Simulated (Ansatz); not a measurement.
# Geometry relaxation, with input and output: Ti₈Si₁₆H (part 3 of 3)

Continued. System: Ti₈Si₁₆H (defect cell, 25 atoms in the cell). Method: DFT PBE, scalar-relativistic, plane waves, PAW, no spin polarisation (Ansatz 0.2.0); cutoff 420 eV, 4×4×4 k-mesh, Gaussian smearing of 0.1 eV. The structure derives from a Materials Project entry. It belongs to a series of runs on one base structure; here: H interstitial, charge +0, atoms relaxed.

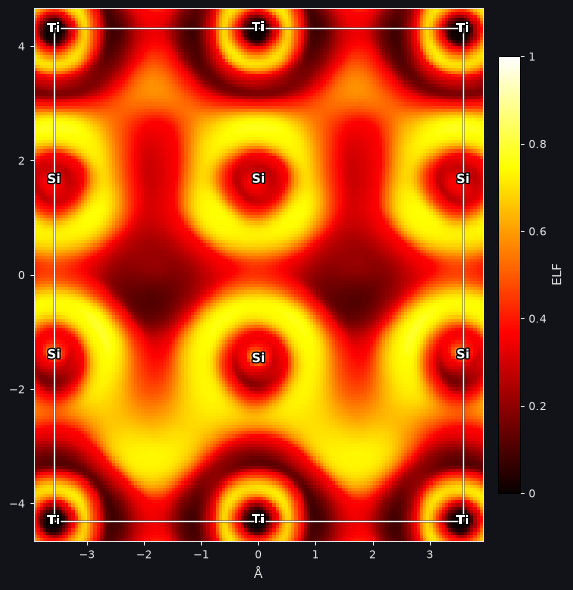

Figure 1. Electron localisation function on the (011) plane of the calculation cell. Ti–Si (2.65 Å): the ELF is about 0.45 at the midpoint. The strong features right at Ti lie inside the PAW spheres (semicore, d or f shells) and say nothing about bonding.

Summary

```json
{"quantity": "outcome", "value": "converged"}
{"quantity": "electrons treated", "value": "161"}
{"quantity": "free energy", "value": "−30198.5394 eV"}
{"quantity": "Fermi energy", "value": "12.979 eV"}
{"quantity": "gap on the k-point mesh", "value": "none (metallic)"}
{"quantity": "final volume", "value": "344.38 Å³"}
{"quantity": "largest force (length of the vector) at the end", "value": "0.009 eV/Å"}
{"quantity": "hardware", "value": "4 threads of Arm Neoverse V1, 24 GiB of memory available, shared host"}
{"quantity": "wall time", "value": "4.3 min (CPU time 17 min)"}
{"quantity": "peak memory", "value": "1.8 GiB"}
```
